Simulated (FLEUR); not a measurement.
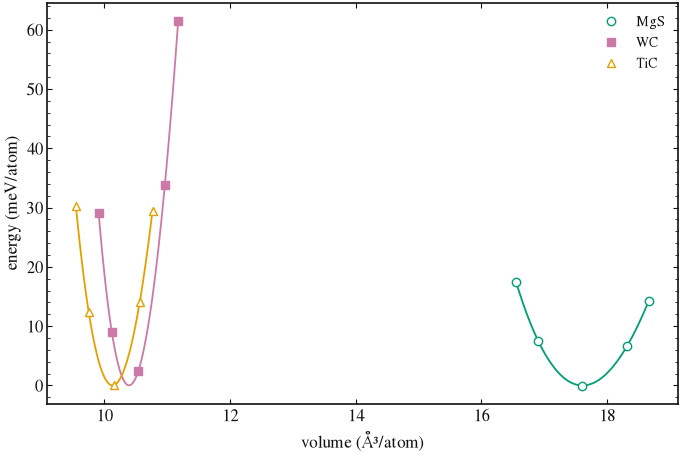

The figure shows the energy against volume, with one curve for each compound, for MgS, TiC and WC (all in space group Fm-3m (No. 225)).

Calculation (FLEUR MaX-R8.1 (later development tree)): all-electron LAPW DFT, no spin polarisation; energies at scaled volumes of the given cell, shape and fractions fixed, counted from the fit's minimum, third-order Birch-Murnaghan fit. Level: r2SCAN.

occupations Fermi–Dirac; smearing width 0.05 eV; potentials all electron.

Settings that differ: MgS: k mesh 9×9×9; WC: k mesh 10×10×10; TiC: k mesh 11×11×11.

Order the curves by fitted equilibrium volume, smallest first.

TiC 10.132, WC 10.394, MgS 17.610 Å³/atom.

Order the curves by fitted bulk modulus, smallest first.

MgS 79.7, TiC 262.0, WC 380.8 GPa.
